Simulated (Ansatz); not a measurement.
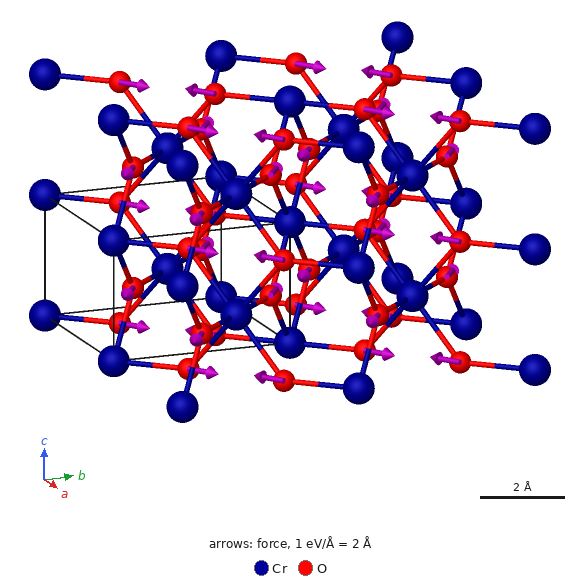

Starting geometry of a crystal of CrO$_{2}$ (set up in Pnnm) with the computed forces as purple arrows. The picture is a ball-and-stick view of the cell of the calculation, repeated 2 × 2 × 2 with one cell outlined, seen slightly off an axis.

Case: antiferromagnetic in the cell, signs +-.

Method: DFT PBE, scalar-relativistic, plane waves, PAW in Ansatz 0.2.0. (plane-wave cutoff 420 eV; k-point mesh 8 × 8 × 12; occupations gaussian; smearing width 0.1 eV; collinear spin; cell and atoms relaxed; force threshold 0.01 eV/Å; at most 60 steps)

Q: Is this structure relaxed? If not, where do the atoms go?

A: It isn't relaxed: the largest force vector, on O atoms, is 0.44 eV/Å. The final displacements follow the starting forces only in part (cosine between the two patterns 0.58). The energy falls by 23.4 meV per atom in 6 accepted moves (8 points after the start). The largest force component goes from 0.36 to 0.00036 eV/Å. The pressure goes from −10.52 to −0.01 GPa. At 2 points the geometry stayed and the basis and grid were re-selected for the new cell (energy shift of 1.5 meV per atom at most each time). The largest moves relative to the cell, 0.059 Å, are those of O atoms. Cr stays in place. The drawn cell changes as follows: a 4.448 → 4.469 Å (+0.5 %), b 4.529 → 4.471 Å (−1.3 %), c 2.986 → 2.893 Å (−3.1 %); the volume changes by −3.9 %. Near-neighbour distances that change, for instance: Cr–O 1.953 → 1.898 Å, Cr–O 1.916 → 1.931 Å. The space group (tolerance 0.01 Å) goes from Pnnm (No. 58) to P4_2/mnm (No. 136). Cost: 8.6 min on 1 thread of Arm Neoverse V1, with other jobs on the host, peak memory 0.89 GiB.
